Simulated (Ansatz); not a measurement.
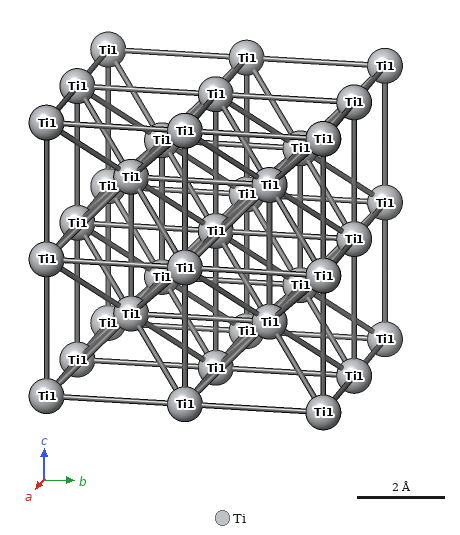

Reference structure: a symmetric starting cell of Ti. The picture is a ball-and-stick view of the conventional cell (2 times the calculation's cell), repeated 2 × 2 × 2 with one cell outlined, seen slightly off an axis. Lengths and directions refer to the drawn axes.

All numbers below come from Ansatz 0.2.0, DFT PBEsol, scalar-relativistic, plane waves, PAW. Settings: plane-wave cutoff 420 eV; k-point mesh 16 × 16 × 16; occupations gaussian; smearing width 0.1 eV; no spin polarisation.

Now this is done to it. The cell is strained by +10.6 % along b and +1.6 % across it (volume +14.3 %), the atoms keeping their fractional coordinates. No relaxation follows. The starting cell wasn't computed here and needn't be at equilibrium, so pressure and forces aren't due to the change alone.

> Predict the response.

The pressure is −15.9 GPa (not all of it need come from the change, since the unchanged cell can be under pressure at this level too). The principal stresses (compression positive) are −14.5 GPa along b and −16.6 GPa across it. All forces vanish by symmetry. Near-neighbour distances before and after: Ti–Ti 3.282 → 3.336 to 3.631 Å, Ti–Ti 2.842 → 2.977 Å. The space group (tolerance 0.01 Å) goes from Im-3m (No. 229) to I4/mmm (No. 139).

Drawn alike, the variant:

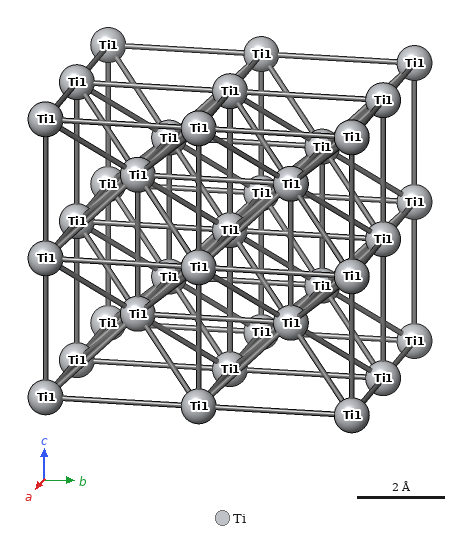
